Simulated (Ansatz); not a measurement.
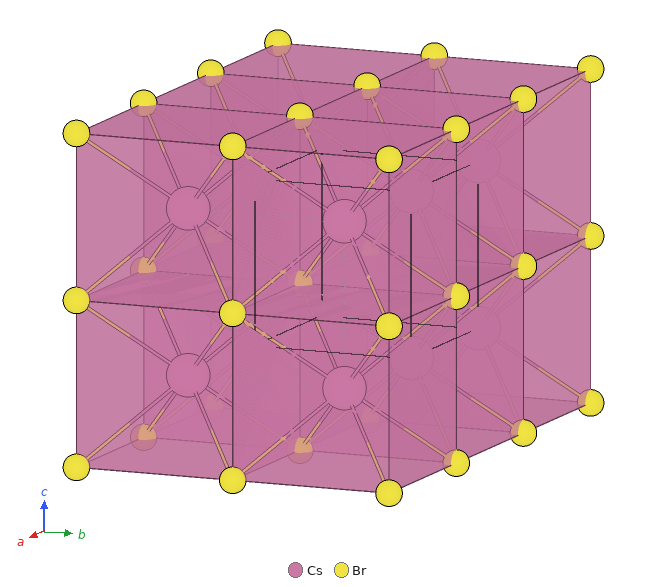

Structure drawing (polyhedral), viewed slightly off an axis. 2×1×1 cells are drawn; the solid outline is the conventional unit cell. A few atoms beyond the faces are included. Cell: a = 4.238 Å, b = 4.238 Å, c = 4.238 Å, α = 90.00°, β = 90.00°, γ = 90.00°.

What can be read from this drawing?

The material is CsBr. Its lattice is primitive cubic, its space group Pm-3m (No. 221). Among the common structure types it is caesium chloride (CsCl, B2) type. With Z = 1, the cell contains 1 Cs, 1 Br. The polyhedra are CsBr8 cubes; they share corners, edges and faces. The neighbours of Cs are eight Br in a cubic arrangement at about 3.7 Å. The Br atoms are each bonded to eight Cs in a cubic arrangement at about 3.7 Å. The bonds build a three-dimensional framework.

It goes back to a structure listed in the Materials Project. The cell was then strained or its atoms displaced on purpose. It was run through Ansatz as a DFT input.
